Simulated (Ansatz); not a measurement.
**Run report: InSe, single-point calculation**

- system: InSe (slab, 8 atoms in the cell)
- method: DFT PBE+D3(BJ), scalar-relativistic, plane waves, PAW, PAW set soft_1, no spin polarisation (Ansatz 0.2.0)

The structure derives from an entry of the Crystallography Open Database.

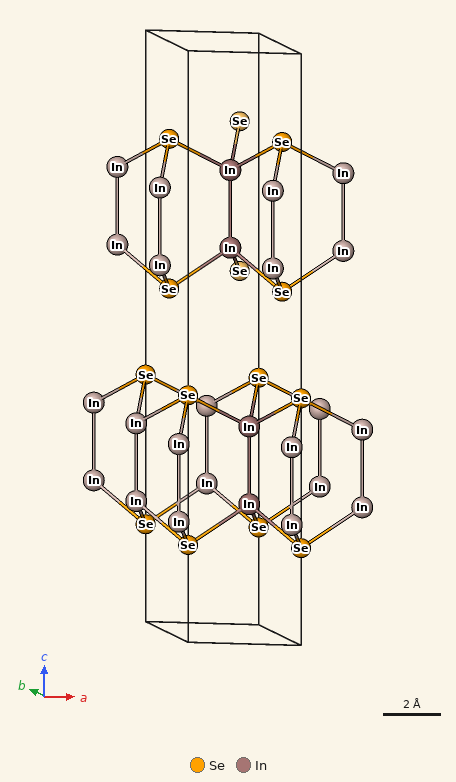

Fig. 1: The input geometry (ball-and-stick view of the cell of the calculation, with the vacuum cut short, seen slightly off an axis; neighbours outside the cell are drawn fainter). An atom can appear more than once, as a periodic image.

## The input
```yaml
crystal:
  lattice:
    - [4.0266104808, 0.0, 0.0]
    - [-2.0133052404, 3.4871469675, 0.0]
    - [0.0, 0.0, 28.2707100106]
  atoms:
    - { symbol: Se, position: [0.0, 0.0, 0.1591753443] }
    - { symbol: In, position: [0.6666666667, 0.3333333333, 0.2049979901] }
    - { symbol: In, position: [0.6666666667, 0.3333333333, 0.3038451606] }
    - { symbol: Se, position: [0.0, 0.0, 0.3496677304] }
    - { symbol: Se, position: [0.0, 0.4444444444, 0.4738244989] }
    - { symbol: In, position: [0.6666666667, 0.7777777778, 0.5196471447] }
    - { symbol: In, position: [0.6666666667, 0.7777777778, 0.6184943152] }
    - { symbol: Se, position: [0.0, 0.4444444444, 0.664316885] }
basis:
  ecutwfc: 420
kpoints:
  mp_grid: { grid: [9, 9, 1] }
hamiltonian:
  xc: pbe
  pseudopotentials: { kind: paw, azcp: { folder: soft_1 } }
  dispersion: d3bj
scf:
  occupations: { method: gaussian, width: 0.05 }
output:
  forces: true
  eigenvalues: true
efield:
  axis: 3
  dipole_correction: true
  ramp_width: 0.04
```

Run on 1 thread of Arm Neoverse V1, 24 GiB of memory available, shared host.

Launched with:
```bash
ansatz run input.yaml --threads 1 --pin off --max-ram 3072MiB --backend cpu --events-out ev --progress --plain --runs-dir out
```

## Output
```
Engine: ansatz 0.2.0, aarch64-unknown-linux-gnu
Pseudopotentials: kind: paw
Pseudopotential: Se, paw, valence charge 16, recommended cutoff 420 eV (normal), [file]
Pseudopotential: In, paw, valence charge 13, recommended cutoff 420 eV (normal), [file]
Functional definition: PBE
  parameter kappa = 0.804
  parameter beta = 0.06672455060314922
  exchange = pbe_x(kappa = kappa, mu = beta*pi^2/3)
  correlation = pbe_c(beta = beta)
Crystal: 8 atoms, lattice volume = 396.960 Å³
Basis set: ecut = 420 eV, 7811 PW (Γ), exchange–correlation on 54×54×384 points (8 copies of the dense FFT grid, shifted against one another)
Bands: 70, of which v1, the nominal top of the filled ones, is band 58 counted from 1 (57 counted from 0)
Symmetry: 1 space group operations
k-points: 41 of 81 (time reversal used)
Non-local potential: Se, projectors of the file, l = 0: 2, l = 1: 2, l = 2: 3, l = 3: 1
Non-local potential: In, projectors of the file, l = 0: 2, l = 1: 2, l = 2: 2, l = 3: 1
PAW form: soft (Blöchl's): semilocal exchange-correlation on the pseudo side does not see the compensation charge
PAW one-centre angular grid: Se, 590 points (default); XC on 64 Gauss nodes
PAW one-centre angular grid: In, 590 points (default); XC on 64 Gauss nodes
Initial density: superposition of atomic densities (neutral atoms: chi_scale 0, normalization atom)
Initial wavefunctions: pseudopotential atomic-orbital guess
Functional: x = pbe(κ = 0.804, μ = 0.2195149727645171), c = pbe(β = 0.06672455060314922)
SCF iter   1: F=—  HF=-44275.074867 eV  |F-HF|=—  |Δ(HF+E_count)|=         —  Δρ=2.26e-2  dr2=3.97e0  ethr=3.10e-3  p=0.000 e·Å  D=1.91e-6 V/Å  ΔV_dip=-0.00 eV  dr2_dipole=1.30e-8  V_vac-E_F(+/−)=5.68/5.68 eV  ⟨swp⟩=6.9  Hψ=12000  notcnv=0  defer=14
efield: sawtooth ramp at fractional position 0.8917 (placed from the atoms, in the widest stretch of the axis that holds none; the zero of the levels goes with the place), width 0.0400; the density the first Hamiltonian is built on has a dipole p = 0.000 e·Å; the dipole correction subtracts the counter field D = 1.91e-6 V/Å, which shifts the + side's vacuum level by -0.00 eV against the − side's; the planar-averaged density in the ramp window peaks in size at 1.4e-5 e/Å³
preconditioner: auto → Resta (q_TF=auto, 2.223 Å⁻¹)  ε∞=2.4  [insulator: Δε(μ)=1.345 eV  Ē_g=13.573 eV  σ=0.050 eV  W_gap=1.00  n_scr=86 (ndim 8)  ℏωp=16.2 eV  f_vac=0.398  D(μ)=0.00/eV (n_scr^D=0)  ε∞_Penn≈2.4  vacuum switching on, ρ_ref=1.3e-2 e/Å³]
SCF iter   2: F=—  HF=-44274.216499 eV  |F-HF|=—  |Δ(HF+E_count)|=   8.58e-1  Δρ=1.11e-2  dr2=6.34e-1  ethr=3.10e-3  p=-0.000 e·Å  D=-2.26e-5 V/Å  ΔV_dip=0.00 eV  dr2_dipole=9.08e-8  V_vac-E_F(+/−)=5.68/5.68 eV  ⟨swp⟩=3.1  Hψ=4224  notcnv=0  defer=300
SCF iter   3: F=—  HF=-44274.156503 eV  |F-HF|=—  |Δ(HF+E_count)|=   6.00e-2  Δρ=5.92e-3  dr2=1.39e-1  ethr=5.46e-4  p=0.000 e·Å  D=4.89e-5 V/Å  ΔV_dip=-0.00 eV  dr2_dipole=2.63e-7  V_vac-E_F(+/−)=5.29/5.29 eV  ⟨swp⟩=3.3  Hψ=4220  notcnv=0  defer=300
SCF iter   4: F=—  HF=-44274.155570 eV  |F-HF|=—  |Δ(HF+E_count)|=   9.33e-4  Δρ=1.19e-3  dr2=6.75e-3  ethr=1.20e-4  p=-0.000 e·Å  D=-1.32e-4 V/Å  ΔV_dip=0.00 eV  dr2_dipole=2.31e-6  V_vac-E_F(+/−)=5.20/5.19 eV  ⟨swp⟩=2.0  Hψ=3380  notcnv=0  defer=300
SCF iter   5: F=—  HF=-44274.158237 eV  |F-HF|=—  |Δ(HF+E_count)|=   2.67e-3  Δρ=4.44e-4  dr2=7.88e-3  ethr=5.82e-6  p=0.001 e·Å  D=3.85e-4 V/Å  ΔV_dip=-0.01 eV  dr2_dipole=1.90e-5  V_vac-E_F(+/−)=5.10/5.11 eV  ⟨swp⟩=2.2  Hψ=4172  notcnv=0  defer=300
SCF iter   6: F=—  HF=-44274.157858 eV  |F-HF|=—  |Δ(HF+E_count)|=   3.79e-4  Δρ=2.57e-4  dr2=2.04e-3  ethr=5.82e-6  p=-0.000 e·Å  D=-2.24e-4 V/Å  ΔV_dip=0.01 eV  dr2_dipole=6.38e-6  V_vac-E_F(+/−)=5.17/5.16 eV  ⟨swp⟩=1.9  Hψ=3008  notcnv=0  defer=300
SCF iter   7: F=—  HF=-44274.157817 eV  |F-HF|=—  |Δ(HF+E_count)|=   4.12e-5  Δρ=9.77e-5  dr2=1.25e-4  ethr=1.76e-6  p=0.000 e·Å  D=7.08e-6 V/Å  ΔV_dip=-0.00 eV  dr2_dipole=5.41e-9  V_vac-E_F(+/−)=5.15/5.15 eV  ⟨swp⟩=1.6  Hψ=2851  notcnv=0  defer=300
SCF iter   8: F=—  HF=-44274.157853 eV  |F-HF|=—  |Δ(HF+E_count)|=   3.59e-5  Δρ=2.88e-5  dr2=1.15e-5  ethr=1.08e-7  p=-0.000 e·Å  D=-2.25e-4 V/Å  ΔV_dip=0.01 eV  dr2_dipole=6.62e-6  V_vac-E_F(+/−)=5.15/5.14 eV  ⟨swp⟩=2.1  Hψ=3466  notcnv=0  defer=300
SCF iter   9: F=—  HF=-44274.157928 eV  |F-HF|=—  |Δ(HF+E_count)|=   7.54e-5  Δρ=1.66e-5  dr2=6.95e-6  ethr=9.93e-9  p=0.000 e·Å  D=2.19e-4 V/Å  ΔV_dip=-0.01 eV  dr2_dipole=6.11e-6  V_vac-E_F(+/−)=5.14/5.15 eV  ⟨swp⟩=2.1  Hψ=4549  notcnv=0  defer=300
SCF iter  10: F=—  HF=-44274.157927 eV  |F-HF|=—  |Δ(HF+E_count)|=   8.29e-7  Δρ=6.89e-6  dr2=4.35e-7  ethr=5.99e-9  p=0.000 e·Å  D=4.65e-5 V/Å  ΔV_dip=-0.00 eV  dr2_dipole=2.71e-7  V_vac-E_F(+/−)=5.14/5.14 eV  ⟨swp⟩=1.8  Hψ=2814  notcnv=0  defer=300
SCF iter  11: F=-44274.157927 eV  HF=-44274.157927 eV  |F-HF|=1.61e-8  |Δ(HF+E_count)|=   1.23e-7  Δρ=3.04e-6  dr2=5.59e-8  ethr=8.62e-11  p=0.000 e·Å  D=1.48e-5 V/Å  ΔV_dip=-0.00 eV  dr2_dipole=2.30e-8  V_vac-E_F(+/−)=5.14/5.14 eV  ⟨swp⟩=14.6  Hψ=13933  notcnv=0
SCF 1 converged in 11 iterations: F = -44274.157927 eV  dr2 = 5.59e-8
  greatest PAW one-centre occupation: 1.000 electrons in one spin orbital (limit 2), on the Se atom at site 4 (counted from 0), in its partial waves of l = 2
```

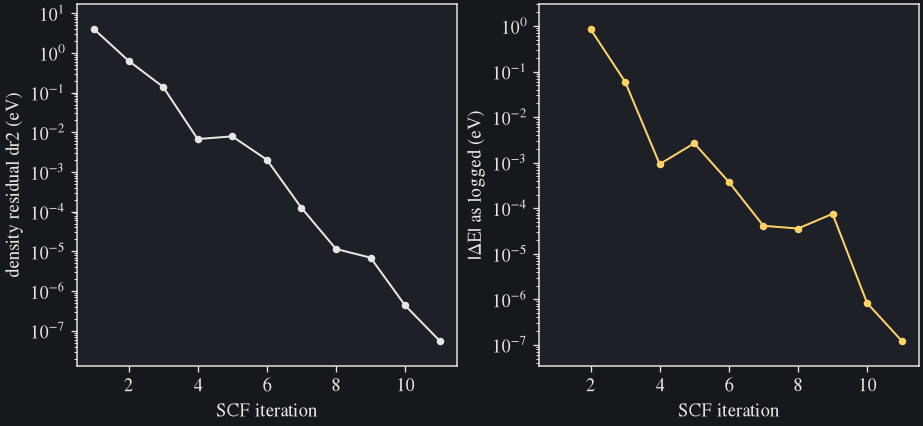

Fig. 2: Convergence of the self-consistent field: density residual dr2 and size of the energy change against the SCF iteration. The residual falls almost steadily, with no more than small rises.

```
SCF converged after 11 iterations
Free energy (F): -44274.157927 eV
Harris-Foulkes:  -44274.157927 eV  (|F-HF|=1.61e-8)
Internal energy: -44274.157927 eV  (E = F + TS)
E sigma→0 (E₀):  -44274.157927 eV
Fermi energy:    2.139199 eV
Dipole field:    D = -0.000130 V/Å  (p = -0.000285 e·Å, saw-weighted, corrected)
Work function:   Φ+ = 5.1446 eV   Φ− = 5.1409 eV
Levels:          The Fermi level and band energies are counted from a zero that moves with the ramp; work functions are not
--- Per-component energies (eV) ---
  E_band       = -2425.726932
  E_kinetic    = 1314.454035
  E_local      = -79058.265800  (includes V_loc(G=0)·N_el)
  E_nonlocal   = -108.721451
  E_hartree    = 39003.278948
  E_xc         = -910.421328
  E_vxc        = -716.548217  (∫ρ·V_xc dr)
  E_paw        = -25358.691361  (= ΣΔE_a)
  E_vpaw       = -1863.200740  (= ΣTr[D̂ρ^β])
  E_aug_tail   = -0.000881  (compensation charges beyond the density's cutoff)
  E_efield     = 0.000000  (sawtooth field / dipole correction)
  E_vefield    = 0.000000  (∫n·V_field dr)
  E_ewald      = 20846.205415
  E_disp       = -1.995504  (pairwise vdW)
  E_smearing   = -0.000000  (= −TS)
  E_closure    = 0.000000  (closes the sum)
  Σ components = -44274.157927   (vs F -44274.157927, Δ=0.00e0)
--- Forces (eV/Å), atoms counted from 1 ---
  atom   1  Se    -0.00028197    -0.00054493     0.00347573
  atom   2  In    -0.00042567    -0.00144514    -0.00000479
  atom   3  In     0.00490653     0.00427319     0.03491595
  atom   4  Se     0.00300790    -0.01476549     0.04973848
  atom   5  Se    -0.01128375     0.00998722    -0.04961631
  atom   6  In     0.00615475     0.00211281    -0.03501227
  atom   7  In    -0.00146451     0.00035399    -0.00008773
  atom   8  Se    -0.00061296     0.00002827    -0.00335704
  max |Σ_I F_I| component: 5.20e-5 eV/Å
--- Band table (eV; the first three rows and the last of 41) ---
  k-point 0: bands = ["-45.3665", "-45.3665", "-45.3664", "-45.3664", "-45.3504", "-45.3504", "-45.3500", "-45.3500", "-45.3402", "-45.3401", "-45.3400", "-45.3400", "-45.3302", "-45.3301", "-45.3216", "-45.3216", "-45.3213", "-45.3212", "-45.3109", "-45.3105", "-12.7234", "-12.7232", "-12.5385", "-12.5382", "-12.5381", "-12.5378", "-12.4554", "-12.4553", "-12.4552", "-12.4551", "-12.4477", "-12.4475", "-12.4474", "-12.4473", "-12.2719", "-12.2717", "-12.2717", "-12.2715", "-12.2412", "-12.2398", "-11.2668", "-11.1988", "-11.1140", "-11.0611", "-4.1152", "-4.0131", "-1.9165", "-1.6161", "0.7754", "0.8124", "0.8439", "0.8584", "0.8904", "0.8985", "0.9178", "0.9348", "0.9477", "1.4873", "2.7458", "3.2282", "4.1175", "4.1771", "6.3427", "6.3548", "6.3689", "6.3815", "6.8237", "6.9934", "7.5502", "7.5667"]
  k-point 1: bands = ["-45.3665", "-45.3664", "-45.3664", "-45.3663", "-45.3504", "-45.3503", "-45.3500", "-45.3499", "-45.3402", "-45.3401", "-45.3400", "-45.3400", "-45.3302", "-45.3301", "-45.3216", "-45.3216", "-45.3213", "-45.3212", "-45.3109", "-45.3105", "-12.7227", "-12.7224", "-12.5786", "-12.5773", "-12.5366", "-12.5365", "-12.5000", "-12.4988", "-12.4514", "-12.4512", "-12.4473", "-12.4471", "-12.4411", "-12.4409", "-12.2998", "-12.2990", "-12.2728", "-12.2727", "-12.2019", "-12.2016", "-11.1428", "-11.0776", "-10.9970", "-10.9467", "-4.0452", "-3.9570", "-1.9205", "-1.7019", "0.0876", "0.1942", "0.2469", "0.3509", "0.6789", "0.6857", "0.7726", "0.7770", "1.1094", "1.5229", "3.3689", "3.6716", "4.7042", "4.7536", "5.7502", "5.7856", "6.4729", "6.4752", "6.8897", "6.9923", "7.1676", "7.2973"]
  k-point 2: bands = ["-45.3664", "-45.3664", "-45.3663", "-45.3663", "-45.3504", "-45.3503", "-45.3500", "-45.3499", "-45.3402", "-45.3401", "-45.3400", "-45.3400", "-45.3301", "-45.3301", "-45.3217", "-45.3216", "-45.3213", "-45.3212", "-45.3108", "-45.3104", "-12.7349", "-12.7340", "-12.6477", "-12.6460", "-12.5933", "-12.5910", "-12.5346", "-12.5346", "-12.4595", "-12.4592", "-12.4270", "-12.4268", "-12.4221", "-12.4219", "-12.3192", "-12.3186", "-12.2753", "-12.2752", "-12.1598", "-12.1596", "-10.8294", "-10.7711", "-10.6995", "-10.6560", "-3.9081", "-3.8676", "-2.1603", "-2.1303", "-0.9386", "-0.7724", "-0.5211", "-0.1718", "0.3412", "0.3508", "0.4698", "0.4771", "1.1486", "1.3878", "3.9823", "4.0431", "4.3680", "4.5170", "6.0447", "6.0476", "6.2683", "6.3575", "6.6235", "6.6275", "7.3598", "7.4909"]
  k-point 40: bands = ["-45.3664", "-45.3664", "-45.3662", "-45.3662", "-45.3503", "-45.3501", "-45.3499", "-45.3498", "-45.3402", "-45.3401", "-45.3400", "-45.3400", "-45.3301", "-45.3300", "-45.3217", "-45.3216", "-45.3213", "-45.3213", "-45.3108", "-45.3104", "-12.8136", "-12.8099", "-12.7089", "-12.7053", "-12.6679", "-12.6675", "-12.5414", "-12.5411", "-12.4666", "-12.4664", "-12.3977", "-12.3975", "-12.3929", "-12.3926", "-12.3298", "-12.3293", "-12.2822", "-12.2819", "-12.1157", "-12.1155", "-10.2586", "-10.1976", "-10.1523", "-10.1118", "-4.0674", "-4.0445", "-3.1847", "-3.1422", "-1.3757", "-1.2018", "-0.5762", "-0.5261", "-0.4282", "-0.4062", "-0.2405", "0.0201", "0.6334", "0.7989", "3.8697", "3.9533", "4.0440", "4.1337", "5.8354", "5.9363", "5.9746", "6.1031", "6.3114", "6.3382", "8.1177", "8.1531"]
```

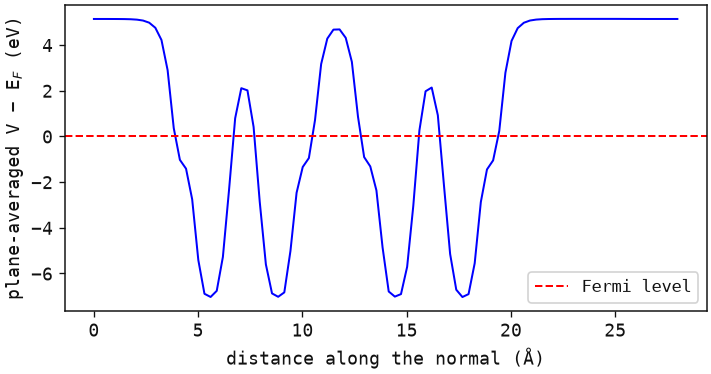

Fig. 3: Plane average of the electrostatic potential energy of an electron across the cell, from the Fermi level. The vacuum level lies 5.14 eV above the Fermi level.

## Key numbers

| quantity | value |
| --- | --- |
| outcome | converged |
| electrons treated | 116 |
| free energy | −44274.1579 eV |
| work function, top face | 5.14 eV |
| work function, bottom face | 5.14 eV |
| Fermi energy | 2.139 eV |
| gap on the k-point mesh | 1.21 eV |
| work function (upper face) | 5.14 eV |
| largest force (length of the vector) | 0.052 eV/Å |
| wall time | 2.6 min |
| peak memory | 1 GiB |
